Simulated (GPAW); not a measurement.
## Optical response of GaP

Wanted: where GaP starts to absorb, how strongly, and its refractive index.

Main program and level: GPAW 26.7.0; DFT, LDA, plane-wave PAW (GPAW data sets), scalar-relativistic, RPA, optical limit.

### 1. Set-up

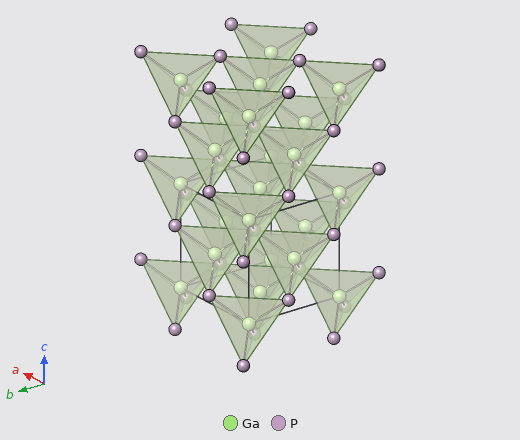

The starting structure, seen from a free direction (gallium green, phosphorus pink). 1×1×2 cells are drawn. This picture shows the conventional cell, with its axes. Some periodic images of atoms are drawn too.

As a file:

```
Ga P
1.0
     0.00000    2.72525    2.72525
     2.72525    0.00000    2.72525
     2.72525    2.72525    0.00000
Ga P
1 1
Direct
  0.00000 0.00000 0.00000
  0.75000 0.75000 0.75000
```

### 2. Ground state

First the ground state: is it a metal or has it a gap?

This step: DFT, LDA, plane-wave PAW (GPAW data sets), scalar-relativistic, ground state (GPAW 26.7.0).

Contents of gs.py:

```python
from ase import Atoms
from ase.dft.bandgap import bandgap
from gpaw import GPAW, PW, FermiDirac

atoms = Atoms(['Ga', 'P'],
              cell=[[0.000000000000, 2.725250000000, 2.725250000000],
                    [2.725250000000, 0.000000000000, 2.725250000000],
                    [2.725250000000, 2.725250000000, 0.000000000000]],
              scaled_positions=[[0.000000000000, 0.000000000000, 0.000000000000],
                                [0.750000000000, 0.750000000000, 0.750000000000]],
              pbc=[True, True, True])
atoms.calc = GPAW(mode=PW(500), xc='LDA', kpts={'size': (7, 7, 7), 'gamma': True},
                  occupations=FermiDirac(0.05), maxiter=150, txt='gs.txt')
print('energy (eV)', atoms.get_potential_energy())
print('Fermi level (eV)', atoms.calc.get_fermi_level())
print('valence electrons', atoms.calc.get_number_of_electrons())
print('gap (eV)', bandgap(atoms.calc, output=None)[0])
print('direct gap (eV)', bandgap(atoms.calc, direct=True, output=None)[0])
atoms.calc.write('gs.gpw')
```

On the command line:

```console
$ OMP_NUM_THREADS=1 python gs.py
```

Numbers of over 12 decimals in the logs are rounded to 6 here.

The program printed:

```text
__  _  _
 | _ |_)|_||  |
 |__||  | ||/\| - 26.7.0

Versions:
  Python: 3.12.14
  ASE:    3.29.0
  Numpy:  2.5.5
  Scipy:  1.18.1
  Libxc:  7.0.0

Input parameters:
  mode=PW(ecut=500.0),
  kpts=MonkhorstPack(size=(7, 7, 7), gamma=True),
  maxiter=150,
  occupations=Occupations(name='fermi-dirac', width=0.05, fixmagmom=False),
  xc=XC(name='LDA')

Diagonalizing LCAO Hamiltonian
Converting LCAO to pw mode

                    P

       Ga

Atoms  # Å, Bohr magnetons
|   | symbol |        x |        y |        z |    initial magnetic moments |
| 0 |     Ga | 0.000000 | 0.000000 | 0.000000 | ( 0.0000,  0.0000,  0.0000) |
| 1 |      P | 4.087875 | 4.087875 | 4.087875 | ( 0.0000,  0.0000,  0.0000) |

Unit cell  # Å
| periodic |        x |        y |        z |  lengths |    angles |
|      yes | 0.000000 | 2.725250 | 2.725250 | 3.854086 | 60.000000 |
|      yes | 2.725250 | 0.000000 | 2.725250 | 3.854086 | 60.000000 |
|      yes | 2.725250 | 2.725250 | 0.000000 | 3.854086 | 60.000000 |

Number of symmetries: 24
Symmetry operations  # r_c * U_cc + t_c -> r_c
|    | kind |            matrix            |
|  0 |  E   |  1, 0, 0,  0, 1, 0,  0, 0, 1 |
|  1 |  σ   |  1, 0, 0,  0, 0, 1,  0, 1, 0 |
|  2 |  σ   |  1, 0,-1,  0, 1,-1,  0, 0,-1 |
|  3 |  C3  |  1, 0,-1,  0, 0,-1,  0, 1,-1 |
|  4 |  C3  |  1,-1, 0,  0,-1, 1,  0,-1, 0 |
|  5 |  σ   |  1,-1, 0,  0,-1, 0,  0,-1, 1 |
|  6 |  σ   |  0, 1, 0,  1, 0, 0,  0, 0, 1 |
|  7 |  C3  |  0, 1, 0,  0, 0, 1,  1, 0, 0 |
|  8 |  C2  |  0, 1,-1,  1, 0,-1,  0, 0,-1 |
|  9 |  S4  |  0, 1,-1,  0, 0,-1,  1, 0,-1 |
| 10 |  C3  |  0, 0, 1,  1, 0, 0,  0, 1, 0 |
| 11 |  σ   |  0, 0, 1,  0, 1, 0,  1, 0, 0 |
| 12 |  S4  |  0, 0,-1,  1, 0,-1,  0, 1,-1 |
| 13 |  C3  |  0, 0,-1,  0, 1,-1,  1, 0,-1 |
| 14 |  S4  |  0,-1, 1,  1,-1, 0,  0,-1, 0 |
| 15 |  C2  |  0,-1, 1,  0,-1, 0,  1,-1, 0 |
| 16 |  C3  |  0,-1, 0,  1,-1, 0,  0,-1, 1 |
| 17 |  S4  |  0,-1, 0,  0,-1, 1,  1,-1, 0 |
| 18 |  S4  | -1, 1, 0, -1, 0, 1, -1, 0, 0 |
| 19 |  C3  | -1, 1, 0, -1, 0, 0, -1, 0, 1 |
| 20 |  C3  | -1, 0, 1, -1, 1, 0, -1, 0, 0 |
| 21 |  S4  | -1, 0, 1, -1, 0, 0, -1, 1, 0 |
| 22 |  σ   | -1, 0, 0, -1, 1, 0, -1, 0, 1 |
| 23 |  C2  | -1, 0, 0, -1, 0, 1, -1, 1, 0 |

BZ-sampling:
  Number of BZ points: 343
  Number of IBZ points: 20

  Monkhorst-Pack size: [7, 7, 7]
  Monkhorst-Pack shift: [0, 0, 0]

K-points  # in reciprocal-cell coordinates
|     |                                coordinates |     weight |
|   0 | (  0.00000000,   0.00000000,   0.00000000) | 0.00291545 |
|   1 | (  0.14285714,   0.14285714,   0.00000000) | 0.01749271 |
|   2 | (  0.14285714,   0.14285714,   0.14285714) | 0.02332362 |
|   3 | (  0.28571429,   0.14285714,   0.14285714) | 0.03498542 |
|   4 | (  0.28571429,   0.28571429,   0.00000000) | 0.01749271 |
|   5 | (  0.28571429,   0.28571429,   0.14285714) | 0.06997085 |
|   6 | (  0.28571429,   0.28571429,   0.28571429) | 0.02332362 |
|   7 | (  0.42857143,  -0.28571429,  -0.28571429) | 0.03498542 |
|   8 | (  0.42857143,   0.28571429,  -0.42857143) | 0.13994169 |
|   9 | (  0.42857143,   0.28571429,  -0.28571429) | 0.06997085 |
| ... |                                            |            |
|  19 | (  0.42857143,   0.42857143,   0.42857143) | 0.02332362 |

Plane wave coefficients: 1040
Cutoff: 500.0 eV

Spin-components: 1 (collinear spins)
Bands:           8
Projectors:      10
Spin-degeneracy: 2
Datatype:        complex128

Parallelization:
  kpt:    1
  domain: 1
  band:   1

Density:
  Valence electrons: 8.0
  Components: 1
  Grid points: [20 20 20]
  Charge: 0.0  # |e|

Potential:
  Grid points: [20 20 20]

species:
  Ga:
    name:    Gallium
    id:
    Z:       31.0
    valence: 3
    core:    28
    charge:  0.0  # [|e|]
    compensation charges:
      type: gauss
      rc: 0.37  # [Å]
      lmax: 2
    cutoffs:
      filter: 2.06  # [Å]
      core: 4.17  # [Å]
    projectors
    | kind |    occ | energy [eV] | rcut [Å] |
    |   4s |  2.000 |      -9.167 |    1.164 |
    |   4p |  1.000 |      -2.734 |    1.164 |
    |    s |        |      18.045 |    1.164 |
    |    p |        |      24.478 |    1.164 |
    |    d |        |       0.000 |    1.164 |

    Using partial waves for Ga as LCAO basis

  P:
    name:    Phosphorus
    id:
    Z:       15.0
    valence: 5
    core:    10
    charge:  0.0  # [|e|]
    compensation charges:
      type: gauss
      rc: 0.30  # [Å]
      lmax: 2
    cutoffs:
      filter: 1.69  # [Å]
      core: 1.81  # [Å]
    projectors
    | kind |    occ | energy [eV] | rcut [Å] |
    |   3s |  2.000 |     -14.015 |    0.953 |
    |   3p |  3.000 |      -5.596 |    0.953 |
    |    s |        |      13.197 |    0.953 |
    |    p |        |      21.615 |    0.953 |
    |    d |        |       0.000 |    0.953 |

    Using partial waves for P as LCAO basis

Reference energy: -62080.661910  # eV

eigensolver:
  PPCG
  Converge bands: occupied
  niter=2

density mixing:
  MSR1-Mixer
  Pratt-step length: 0.05
  Maximum mixing coefficient: 0.75
  Old densities: 10
  SVD Regularization: 0.005
  Good broyden scale: 1.0
  Trust region scale: 1.0
  Backstep threshold: 4.0
  History deletion threshold: 6.0
  Fourier metric: weight=20.0, sigma=0.015

occupation numbers:
  Fermi-Dirac:
    width: 0.0500  # eV

poisson solver:
  ecut: 4000.0  # eV

xc functional:
  name: None

convergence criteria:
- Maximum [total energy] change in last 3 cyles: 0.0005 eV / valence electron
- Maximum integral of absolute [dens]ity change: 0.0001 electrons / valence electron
- Maximum integral of absolute [eigenst]ate change: 4e-08 eV^2 / valence electron
maximum number of iterations: 150

SCF iterations
|iter     |      energy | eigst |  dens |
|iter:   1||  -10.569978 | -0.27 |       |
|iter:   2||  -10.535451 | -2.24 | -0.85 |
|iter:   3||  -10.360049 | -1.80 | -0.88 |
|iter:   4||  -10.356892 | -3.19 | -1.54 |
|iter:   5||  -10.356855c| -4.35 | -2.13 |
|iter:   6||  -10.356880c| -5.73 | -2.74 |
|iter:   7||  -10.356880c| -7.16 | -3.84 |
|iter:   8||  -10.356880c| -7.59c| -4.42c|

Converged in 8 steps
SCF loop duration: 2.140 s (0.267 s/step)
Energy contributions relative to reference atoms: (reference = -62080.661910)

Energy contributions:
  Kinetic:          24.228878
  Coulomb:         -21.440301
  Zero:              0.013201
  External:          0.000000
  Xc:              -13.158659
  Entropy:          -0.000000
  Spinorbit:         0.000000
  ----------------------------
  Free energy:     -10.356880
  Extrapolated:    -10.356880

dipole moment: (-10.875688, -10.875688, -10.875688)  # |e|*Ang

Fermi level: 5.424
Eigenvalues  # (at kpt = [0.000, 0.000, 0.000])
| band index |      eig [eV] | occ [0-2] |
|          0 |        -7.778 |     2.000 |
|          1 |         4.713 |     2.000 |
|          2 |         4.713 |     2.000 |
|          3 |         4.713 |     2.000 |
|          4 |         6.399 |     0.000 |
|          5 |         8.546 |     0.000 |
|          6 |         8.546 |     0.000 |
|          7 |         8.546 |     0.000 |

Gap: 1.461 eV
Transition (v -> c):
  (s=0, k=0, n=3, [0.00, 0.00, 0.00]) -> (s=0, k=16, n=4, [0.43, 0.43, 0.00])
Direct/indirect transitions are different
Direct gap: 1.686 eV
Transition at: (s=0, k=0, n=3, [0.00, 0.00, 0.00])

--- standard output ---
energy (eV) -10.356880
Fermi level (eV) 5.424220
valence electrons 8.0
gap (eV) 1.460947
direct gap (eV) 1.686403
```

Elapsed: 3.5 s, on 1 thread of Arm Neoverse V1, shared host; peak memory 0.13 GiB.

This step gave:

| Property | Result |
| --- | --- |
| energy | -10.36 eV |
| Fermi energy | 5.424 eV |
| gap on the k-mesh | 1.461 eV |
| direct gap on the mesh | 1.686 eV |
| electrons | 8 |

There is a gap, 1.46 eV on this mesh (points off the mesh can give less), so no carriers' term is needed.

### 3. Bands for the response

The response needs many more empty bands than the density does.

This step: DFT, LDA, plane-wave PAW (GPAW data sets), scalar-relativistic, bands at fixed density (GPAW 26.7.0).

Contents of nscf.py:

```python
from ase.dft.bandgap import bandgap
from gpaw import GPAW, FermiDirac

calc = GPAW('gs.gpw').fixed_density(kpts={'size': (11, 11, 11), 'gamma': True}, nbands=31, convergence={'bands': 25},
                                    occupations=FermiDirac(0.001), txt='nscf.txt')
print('gap (eV)', bandgap(calc, output=None)[0])
print('direct gap (eV)', bandgap(calc, direct=True, output=None)[0])
print('top band over the Fermi level (eV)', min(calc.get_eigenvalues(kpt=k)[24] for k in range(len(calc.get_ibz_k_points()))) - calc.get_fermi_level())
calc.write('full.gpw', mode='all')
```

On the command line:

```console
$ OMP_NUM_THREADS=1 python nscf.py
```

The program printed:

```text
Diagonalizing LCAO Hamiltonian
Converting LCAO to pw mode
convergence criteria:
- Maximum integral of absolute [eigenst]ate change: 4e-08 eV^2 / valence electron
maximum number of iterations: 150

SCF iterations
|iter     |      energy | eigst |  dens |
|iter:   1||             | +3.39 |       |
|iter:   2||             | +1.56 |       |
|iter:   3||             | -0.74 |       |
|iter:   4||             | -2.20 |       |
|iter:   5||             | -3.82 |       |
|iter:   6||             | -5.03 |       |
|iter:   7||             | -6.51 |       |
|iter:   8||             | -7.49c|       |
SCF steps: 8
  __  _  _
 | _ |_)|_||  |
 |__||  | ||/\| - 26.7.0

Versions:
  Python: 3.12.14
  ASE:    3.29.0
  Numpy:  2.5.5
  Scipy:  1.18.1
  Libxc:  7.0.0

Input parameters:
  mode=PW(ecut=500.0),
  convergence={'bands': 25},
  gpts=array([20, 20, 20]),
  kpts=MonkhorstPack(size=(11, 11, 11), gamma=True),
  maxiter=150,
  nbands=31,
  occupations=Occupations(name='fermi-dirac', width=0.001, fixmagmom=False),
  parallel={},
  xc=XC(name='LDA')

--- standard output ---
gap (eV) 1.472368
direct gap (eV) 1.686403
top band over the Fermi level (eV) 26.897848
```

Wall time 23 s (1 thread); peak memory 0.17 GiB.

Read-outs, printed or worked out from the files:

- gap on the k-mesh: 1.472 eV

### 4. Dielectric function, RPA

Local fields let the induced charge screen the field inside the cell, which as a rule lowers ε, most along directions where the density is uneven.

This step: DFT, LDA, plane-wave PAW (GPAW data sets), scalar-relativistic, RPA, optical limit (GPAW 26.7.0).

Contents of df.py:

```python
from gpaw.response.df import DielectricFunction

df = DielectricFunction('full.gpw', frequencies={'type': 'nonlinear', 'domega0': 0.03, 'omega2': 8},
                        ecut=50,
                        eta=0.15,
                        nbands=25,
                        txt='df.txt')
for direction in ['x']:
    df.get_dielectric_function(xc='RPA', direction=direction, filename=f'df_{direction}.csv')
```

On the command line:

```console
$ OMP_NUM_THREADS=1 python df.py
```

The program printed:

```text
Using integrator: PointIntegrator
NonLinearFrequencyDescriptor(from 0.000 to 43.870 eV, 448 points)
Nonperiodic BCs:  [False False False]
Using integrator: PointIntegrator
NonLinearFrequencyDescriptor(from 0.000 to 43.870 eV, 448 points)
Nonperiodic BCs:  [False False False]

Calculating chi0 body with:
    Ground state adapter containing:
    Number of spins: 1
    Number of kpoints: 1331
    Number of irreducible kpoints: 56
    Number of completely occupied states: 4
    Number of partially occupied states: 4

    Linear response parametrization:
    q_c: [0.0, 0.0, 0.0]
    Number of frequency points: 448
    Planewave cutoff: 50.0
    Number of bands: 25
    Number of planewaves: 27
    Broadening (eta): 0.15

Integrating chi0 body.

Symmetries of q_c:
    Direct symmetries (Uq -> q): 24
    Indirect symmetries (TUq -> q): 24
In total 48 allowed symmetries.

56 groups of equivalent kpoints. 95.792637% reduction.

Integral kind: spectral function

Calculating chi0 optical extensions with:
    Ground state adapter containing:
    Number of spins: 1
    Number of kpoints: 1331
    Number of irreducible kpoints: 56
    Number of completely occupied states: 4
    Number of partially occupied states: 4

    Linear response parametrization:
    Number of frequency points: 448
    Planewave cutoff: 50.0
    Number of bands: 25
    Number of planewaves: 27
    Broadening (eta): 0.15
Integrating chi0 head and wings.

Symmetries of q_c:
    Direct symmetries (Uq -> q): 24
    Indirect symmetries (TUq -> q): 24
In total 48 allowed symmetries.

56 groups of equivalent kpoints. 95.792637% reduction.

Integral kind: spectral function wings
```

Run time: 4.1 s. Hardware: 1 thread; peak memory 0.21 GiB.

Read-outs, printed or worked out from the files:

- electronic dielectric constant ε∞, mean over x, y and z (by symmetry where fewer were run): 10.43
- main peak of Im epsilon, first axis: 4.348 eV

Some rows of df_x.csv (energy; Re and Im without local fields; Re and Im with them):

```text
0.000000, 11.385772, -0.000000, 10.429859, -0.000000
0.429336, 11.520985, 0.097506, 10.554176, 0.089762
0.878195, 11.992410, 0.232068, 10.989212, 0.215055
1.347938, 13.059752, 0.549635, 11.985178, 0.521406
1.840057, 14.128907, 1.354126, 12.882487, 1.307252
2.356191, 18.107739, 4.981256, 16.584791, 4.770053
2.898142, 13.265827, 8.551087, 11.512552, 8.206277
3.467895, 15.402993, 12.095882, 13.007374, 10.870883
4.067647, 16.626899, 21.833787, 14.196363, 17.167599
4.699832, -2.108946, 12.092486, -2.458680, 10.435731
5.367152, -7.528168, 14.972894, -5.575457, 14.355570
6.072622, -6.291944, 6.381777, -5.572632, 5.984129
6.819608, -4.758011, 5.421984, -3.541675, 5.110050
7.611886, -4.162763, 3.240561, -3.539474, 3.322728
8.453705, -3.048575, 2.397675, -2.507842, 2.296154
9.349861, -2.321920, 2.155110, -1.541964, 2.084694
10.305790, -1.717656, 1.311333, -1.320106, 1.337022
11.327680, -1.289438, 0.761638, -1.094732, 0.850478
12.422601, -0.995824, 0.510917, -0.859185, 0.633049
13.598673, -0.635771, 0.436648, -0.447257, 0.518589
```

(Continued in part 2 of 2.)

[Machine, clock and banner lines and Python warnings are left out of the logs.]

[Logs are printed without paths, hosts, clocks, repeated set-up lines and the standing remarks that a program may print on its own settings, such as how far it seeks lower states.]

[Hosts, paths, dates, database ids (printed as entryN), source tags and the programs' standing remarks are cut or masked in the printed files.]
